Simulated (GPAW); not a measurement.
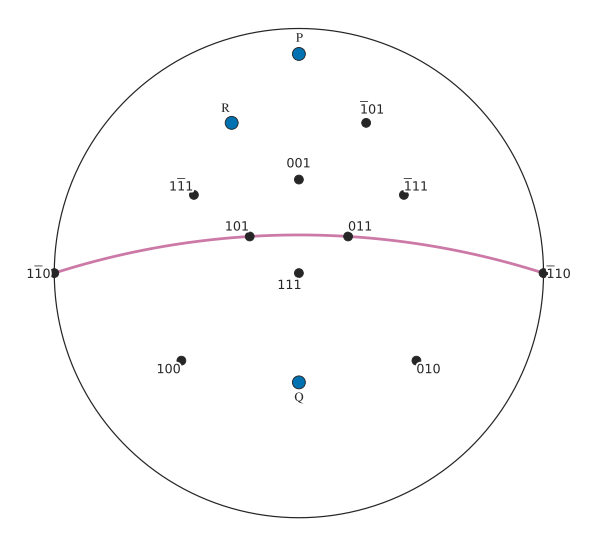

For Sc, a cell listed in the Materials Project, as set up for an electronic-structure calculation: stereographic projection of plane normals (upper hemisphere) centred on (1 1 1). Geometry calculated from the standardised cell; symmetry tolerance 0.002 Å.

a = 5.423 Å, b = 5.423 Å, c = 3.435 Å, α = 90.00°, β = 90.00°, γ = 90.00°.

Index the poles marked P, Q, R.

P is (−1 −1 1), 83.7° from the centre; Q is (1 1 0), 48.1° from the centre; R is (0 −1 1), 67.9° from the centre.

Which zone does the coloured great circle trace?

The zone [1 1 −1]: its poles satisfy h + k − l = 0.

What is the angle between the normals of (1 0 0) and (1 −1 1), and what are their d_hkl = 1/|g|?

61.8°; d = 5.423 Å and 2.559 Å.
